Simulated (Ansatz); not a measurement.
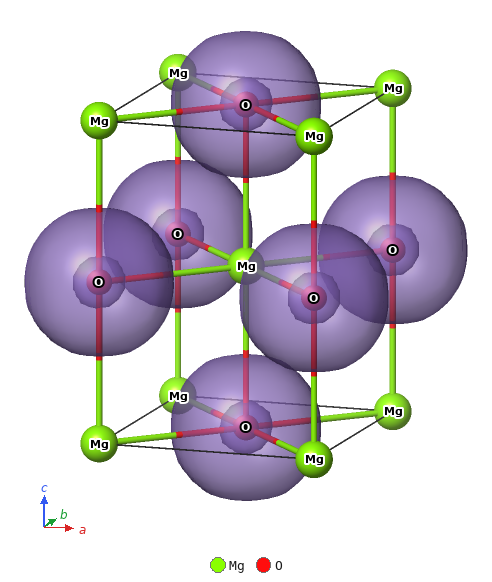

Figure 1: MgO. Isosurface of the ELF at 0.65 (purple), seen slightly off an axis. Only the valence region is drawn (cores and ρ < 0.01 e/Å³ removed). Sticks mark near contacts.

Space group Immm; started from the rocksalt prototype, which need not be the ambient phase; changed on purpose from its base cell (shear xy strain +5.4%); computed pressure about 6 GPa in this cell.

Computed with DFT, PBE, plane waves, PAW in Ansatz.

What do the ELF domains correspond to?

Answer. At this value the surface marks out two regions wrapped around O (the valence shell of each), counted in one cell of 4 atoms. Regions shared between cells count once. Along the contacts the grid gives the following. Mg–O (2.10 Å): the ELF peaks at about 0.85 in the valence shell of O, 0.6 Å from its nucleus, and is about 0.35 at the midpoint; a largely ionic contact.

Metal or insulator at this level of theory?

Answer. It is gapped, with a Kohn–Sham gap of 4.6 eV on the k-point mesh, an upper bound to the gap of this method.
